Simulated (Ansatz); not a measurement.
System: substitution (removed Zr, added S) in ZrS₂.

The given structure:
```yaml
crystal:
  lattice:
    - [3.68520, 0.00000, 0.00000]
    - [-1.84260, 3.19150, 0.00000]
    - [0.00000, 0.00000, 6.75790]
  atoms:
    - { symbol: Zr, position: [0.00000, 0.00000, 0.00000] }
    - { symbol: S, position: [0.66667, 0.33333, 0.78570] }
    - { symbol: S, position: [0.33333, 0.66667, 0.21430] }
```

Calculation (Ansatz 0.2.0): charge states of a point defect in a periodic supercell, each relaxed, energies over the elements' standard states with the Fermi level at the host's valence band top, point-charge and potential alignment terms added, no band filling term, levels over that top; plane waves with PAW datasets; energies extrapolated to zero smearing. Level: PBE, allowed.

- host atoms in supercell: 36
- wave cutoff: 420 eV
- k mesh: 2×2×2
- occupations: Gaussian
- smearing width: 0.01 eV
- k shift: (0.5, 0.5, 0.5) (mesh steps)
- start displacement: 0.05 Å
- defect kind: substitution
- removed element: Zr
- added element: S
- defect place: (0, 0, 0) (fraction of the host cell vector)
- host gap: 1.135 eV
- static dielectric xx yy zz: (53.02, 53.02, 3.73)

Describe the result: the formation energy of each charge state against the Fermi level.

Charge 0 is the lowest at every Fermi level in the gap, so no transition level lies inside it. The lowest state is 0 at the valence band top, 0 at mid-gap and 0 at the conduction band bottom, 1.14 eV higher. With the Fermi level at mid-gap the formation energy is 6.3 eV against the elements' standard states.

| charge | formation energy with the Fermi level at the valence band top (eV) |
| --- | --- |
| +2 | 6.79 |
| +1 | 6.44 |
| 0 | 6.33 |

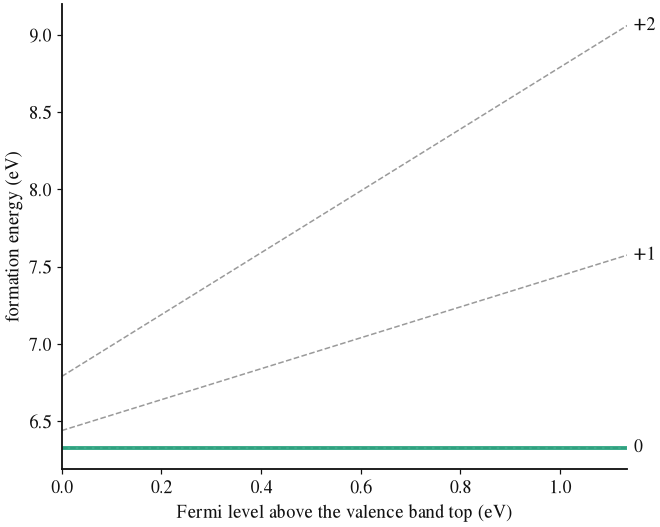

The thick line follows the lowest charge state; the axis spans the host's computed gap.

Caveats: a crossing between the sampled k points may be missed; bands overlap; charged cell in a neutralising background; coarse k mesh; narrow smearing for a metal; no spin polarisation, a magnetic state may lie lower; random start near the defect, other minima possible; small supercell; starting moments lost.
